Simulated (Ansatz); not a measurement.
Ga2As5

```
Ga As
1.0
     3.95826    0.00000    0.00000
    -1.97913    3.42796    0.00000
     0.00000    0.00000   25.18679
Ga As
4 10
Direct
  0.66667 0.33333 0.87638
  0.00000 0.00000 0.74107
  0.33333 0.66667 0.12362
  0.00000 0.00000 0.25893
  0.00000 0.00000 0.59482
  0.33333 0.66667 0.54460
  0.00000 0.00000 0.84372
  0.33333 0.66667 0.70461
  0.66667 0.33333 0.97969
  0.00000 0.00000 0.15628
  0.66667 0.33333 0.29539
  0.33333 0.66667 0.02031
  0.00000 0.00000 0.40518
  0.66667 0.33333 0.45540
```

Space group P-3m1; a generated structure, not necessarily the stable one.

Computed with DFT PBE, scalar-relativistic, plane waves, PAW (Ansatz 0.2.0).

In a PAW calculation such maps are meaningful between the atoms, not at the nuclei.

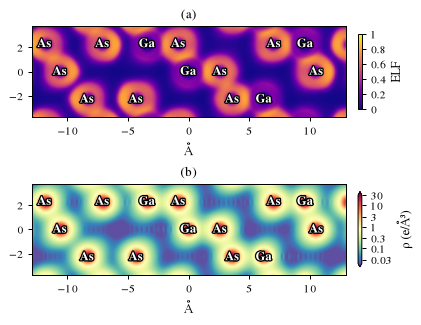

Figure 1. (a) electron localisation function; (b) valence pseudo-density on the (110) plane of the conventional cell.

Q: What do the fields say about this system?

A: The section cuts through Ga and As sites.
Ga–As (2.43 Å): ρ is about 0.51 e/Å³ halfway; the ELF peaks at about 0.75 between the atoms.
As–As (2.50 Å): ρ at the midpoint is about 0.5 e/Å³; the ELF peaks at about 0.70 between the atoms.
Ga–As (2.59 Å): ρ is about 0.41 e/Å³ halfway, with its minimum of 0.32 e/Å³ about 1.1 Å from Ga; the ELF is about 0.70 at the midpoint.
As–As (2.61 Å): the density is about 0.43 e/Å³ at the midpoint; the ELF peaks at about 0.75 between the atoms.
The density dies away to nearly zero in the voids.
The ELF also peaks beside As, away from the bonds: lone-pair regions.

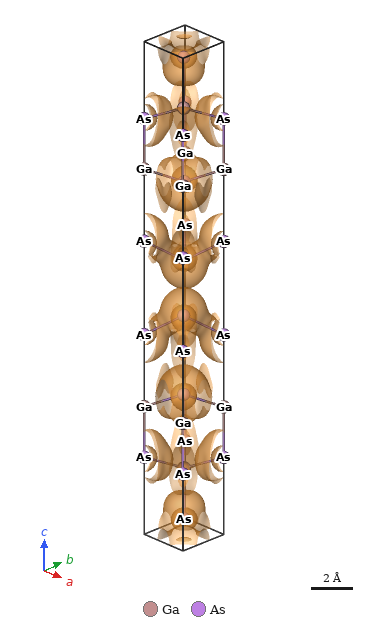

Figure 2. Isosurface of the ELF at 0.55 (orange), seen at an oblique angle. Core shells and regions of very low density are left out. Sticks mark near contacts.

Q: Describe the localisation domains.

A: The ELF exceeds this value in four regions on As in which the atom's valence shell and bonds are merged and sheets that run through the cell in two directions, counted in one cell of 14 atoms. Any copies at cell faces, edges or corners count once.

Q: Does the calculation give a band gap?

A: It is metallic or semimetallic at this level of theory: no gap opens.
